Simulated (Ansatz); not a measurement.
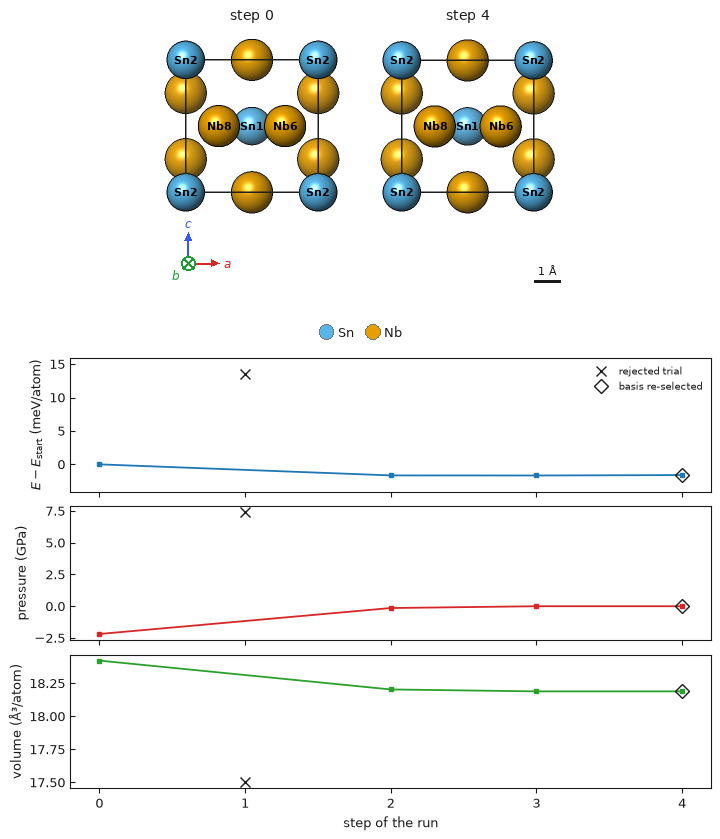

First and last geometry of a relaxation of solid Nb₃Sn (set up in Pm-3n), with the history of the run. A spheres-only model of the cell of the calculation, seen along the b axis.

The run lets cell and atoms move.

All numbers below come from Ansatz 0.2.0, Kohn-Sham DFT of a periodic cell, PBEsol, Ansatz PAW.

The input:
```yaml
crystal:
  lattice:
    - [5.2821, 0.0, 0.0]
    - [0.0, 5.2821, 0.0]
    - [0.0, 0.0, 5.2821]
  atoms:
    - { symbol: Sn, position: [0.5, 0.5, 0.5] }
    - { symbol: Sn, position: [0.0, 0.0, 0.0] }
    - { symbol: Nb, position: [0.0, 0.5, 0.25] }
    - { symbol: Nb, position: [0.0, 0.5, 0.75] }
    - { symbol: Nb, position: [0.5, 0.25, 0.0] }
    - { symbol: Nb, position: [0.75, 0.0, 0.5] }
    - { symbol: Nb, position: [0.5, 0.75, 0.0] }
    - { symbol: Nb, position: [0.25, 0.0, 0.5] }
hamiltonian:
  xc: pbesol
  pseudopotentials: { kind: paw }
kpoints:
  mp_grid: { grid: [5, 5, 5] }
scf:
  occupations: { method: fermi_dirac, width: 0.05 }
output:
  forces: true
  stress: true
  eigenvalues: true
relax:
  f_tol: 0.01
  max_steps: 40
  cell: { stress_tol: 0.05 }
```

Run as
```bash
ansatz run input.yaml --threads 4 --pin off --max-ram 11264MiB --backend cpu --events-out ev --progress --plain --runs-dir out
```

Question: Did the run converge, and what did it change?

Answer: It converged. The atoms keep their places relative to the cell (all moves are under 0.005 Å). The volume changes by −1.3 %, with a = b = c 5.282 → 5.260 Å (−0.4 %). Near-neighbour distances that change, for instance: Nb–Nb 3.235 → 3.221 Å, Nb–Sn 2.953 → 2.940 Å, Nb–Nb 2.641 → 2.630 Å. The space group stays Pm-3n (No. 223). After 2 accepted moves (4 points after the start) the energy has fallen by 1.6 meV per atom. All forces vanish by symmetry, so only the cell relaxes. The pressure goes from −2.18 to 0.00 GPa. The line search rejected the trial step at point 1 of the run. The SCF was repeated once at an unchanged geometry on a basis and grid sized afresh for the cell, which shifted the energy by 0.1 meV per atom at most. At step 1 the optimiser overshot: the energy rose above the start, and later steps came back.
